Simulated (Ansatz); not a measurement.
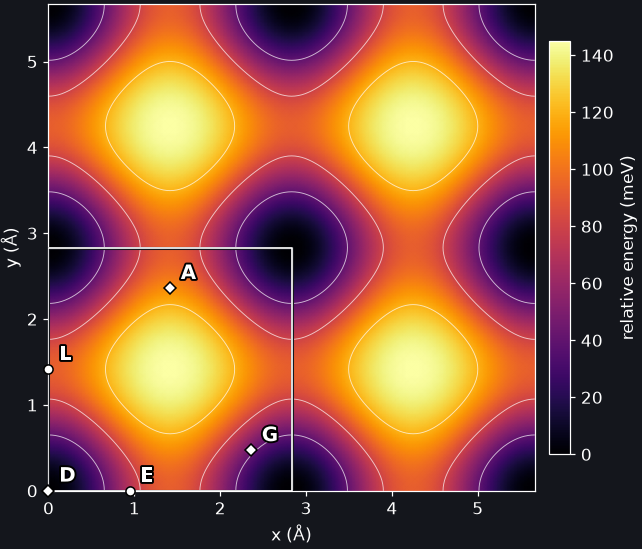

Si on a W(100) slab cut from the Fm-3m phase, its upper half relaxed before the scan (12 atoms of substrate and one adsorbate in a 2 × 2 cell). 
- Si is moved over the surface cell at a fixed height above a rigid substrate; the origin of the map has the adsorbate above W9; the height is held at 2.80 Å.
- Places are given modulo a cell vector. The map is drawn in real space over the plane of the surface.
- The grid has 6 × 6 points; 10 points were computed and 26 follow by symmetry.
- Places are given in fractions of the 1 × 1 surface cell.
- All energies are given in meV relative to the lowest grid point.
- The runs have no spin polarisation, so an open-shell adsorbate far from the surface lies too high. At a fixed height the lowest place need not be the adsorption site.
- All numbers below come from Ansatz 0.2.0, DFT PBE+D3(BJ), scalar-relativistic, plane waves, PAW. Settings: cutoff 420 eV, k-mesh 5×5×1, gaussian smearing 0.1 eV, no spin polarisation.

Drawn: a smooth colour map with a few white contour lines, the outline of one cell of the 2 × 2 shown, lettered points. Between grid points the surface is interpolated.

Is E the lowest point of the computed grid?

No. E lies 70 meV above the lowest grid point, which is at the top site over a surface W atom, (0/6, 0/6) of the cell vectors.

What kind of point is each of D, E, G, L: minimum, saddle, maximum or slope?

D: minimum; E: on a slope; G: on a slope; L: saddle point. (In these two coordinates alone; a stationary point may lie a little off the grid point.)

Rank the lettered points by energy, lowest first.

D (0 meV), G (45 meV), E (70 meV), L (93 meV), A (108 meV).

PAW datasets: the set soft_1.
